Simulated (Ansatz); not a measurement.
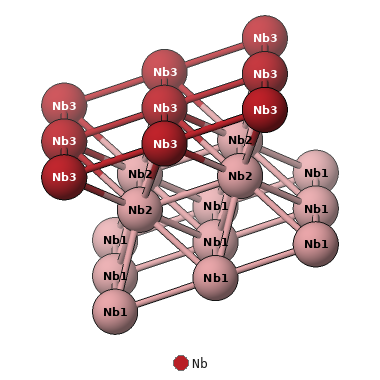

The system is N on a Nb(100) slab cut from the Fm-3m phase, its upper half relaxed before the scan (3 atoms of substrate and one adsorbate in a 1 × 1 cell); the picture shows it without the atoms that are moved over the map. N is moved over the surface cell; relaxed at each place: the height of the adsorbate's atoms; substrate rigid; the origin of the map has the adsorbate above Nb3. Places are given modulo a cell vector. The map is drawn in real space over the plane of the surface. Grid: 6 × 6 points; 10 points were computed and 26 follow by symmetry. Energies: eV, counted from the lowest grid point. With one adsorbate in each 1 × 1 cell, its nearest image is 3.0 Å away, so neighbouring adsorbates interact. All numbers below come from DFT PBE, scalar-relativistic, plane waves, PAW in Ansatz. Settings: cutoff 420 eV, k-mesh 9×9×1, gaussian smearing 0.1 eV, no spin polarisation.

Range: position of N4 along the first surface vector from 0.000 to 0.833; position of N4 along the second surface vector from 0.000 to 0.833.

What landscape does the calculation give?

Answer. The lowest grid point is at a fourfold hollow over a second-layer Nb atom, (3/6, 3/6) of the cell vectors. The highest grid point, the top site over a surface Nb atom, (0/6, 0/6) of the cell vectors, lies 4.74 eV above the lowest. On the interpolated surface the easiest way out of the lowest well to its copy in the next cell or period passes a barrier of about 2.5 eV. At the lowest point the adsorbate has 4 Nb at 2.13 Å as nearest neighbours, at the highest 1 Nb at 1.69 Å. Its relaxed height above the top atom is 0.27 Å at the lowest and 1.69 Å at the highest point.

| second ↓, first → | 0/6 | 1/6 | 2/6 | 3/6 | 4/6 | 5/6 |
| --- | --- | --- | --- | --- | --- | --- |
| 5/6 | 4.37 | 4.08 | 3.39 | 2.43 | 3.39 | 4.08 |
| 4/6 | 3.50 | 3.39 | 2.78 | 1.29 | 2.78 | 3.39 |
| 3/6 | 2.51 | 2.43 | 1.29 | 0.00 | 1.29 | 2.43 |
| 2/6 | 3.50 | 3.39 | 2.78 | 1.29 | 2.78 | 3.39 |
| 1/6 | 4.37 | 4.08 | 3.39 | 2.43 | 3.39 | 4.08 |
| 0/6 | 4.74 | 4.37 | 3.50 | 2.51 | 3.50 | 4.37 |

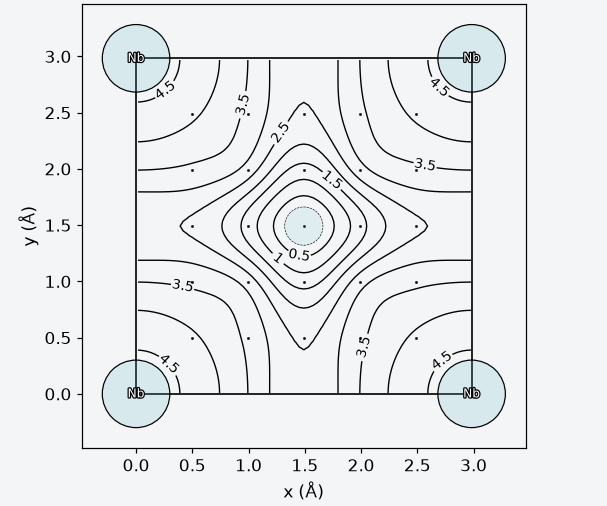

Drawn: contour lines labelled in eV, dots at the grid points, labelled circles for the atoms of the top layer and small ones for the second layer, the outline of one cell of the plane. Between grid points the surface is interpolated.

Each point was launched as `ansatz run input.yaml --threads 1 --pin off --max-ram 3072MiB --backend cpu --events-out ev --progress --plain --runs-dir out`. The whole map (10 points run) took 9 min on 1 thread of Arm Neoverse V1, with other jobs on the host.
